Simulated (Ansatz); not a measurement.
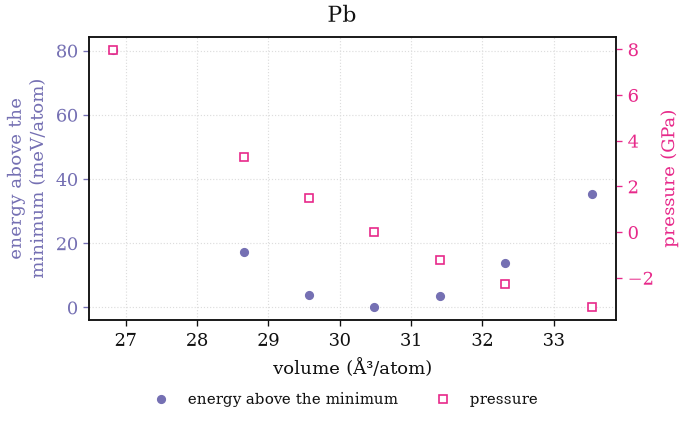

The picture above shows the energy above the minimum and pressure against volume for Pb, space group Fm-3m (No. 225).

Cell as given: a = 3.507 Å, b = 3.507 Å, c = 3.507 Å, α = 60.00°, β = 60.00°, γ = 60.00°; 1 atom.

Calculation (Ansatz 0.2.0): third-order Birch-Murnaghan fit to density functional energies at scaled volumes of the given relaxed cell, shape and atoms relaxed at each volume; energies count from the fitted minimum; plane waves with PAW datasets, Γ-centred k mesh. Level: PBE with D3(BJ), no spin polarisation.

wave cutoff 420 eV; k mesh 14×14×14; occupations Gaussian; smearing width 0.1 eV.

The point at volume 27.745 Å³/atom is left out of the plot. What does the calculation give there?

| volume (Å³/atom) | energy above the minimum (meV/atom) | pressure (GPa) |
| --- | --- | --- |
| 27.745 | 42.0 | 5.42 |
